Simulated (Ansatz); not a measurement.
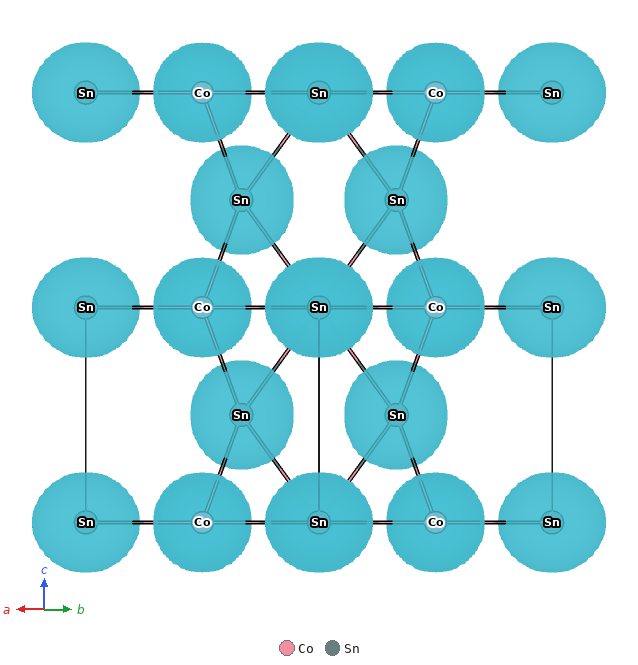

Figure. CoSn. Isosurface of the valence pseudo-density at 0.5 e/Å³ (cyan), seen along [110]. Sticks mark near contacts.

Space group P6/mmm; a structure from a database of computed crystals, not necessarily the ambient phase; computed without spin polarisation.

Level of theory: DFT r2SCAN, scalar-relativistic, plane waves, PAW in Ansatz.

```
Co Sn
1.0
     5.21972    0.00000    0.00000
    -2.60986    4.52041    0.00000
     0.00000    0.00000    4.16847
Co Sn
3 3
Direct
  0.00000 0.50000 0.00000
  0.50000 0.50000 0.00000
  0.50000 0.00000 0.00000
  0.66667 0.33333 0.50000
  0.33333 0.66667 0.50000
  0.00000 0.00000 0.00000
```

How is the density connected at this value?

At this value the density breaks into separate islands; it holds about 80 % of the electrons treated as valence (semicore included). It bridges none of the near contacts. It is pinched off along the shortest Co–Sn (2.57 Å) and Co–Co (2.61 Å) contacts. On the grid the lowest density along these lines, outside the cores, is 0.37 e/Å³ (Co–Sn, 2.57 Å) and 0.29 e/Å³ (Co–Co, 2.61 Å).
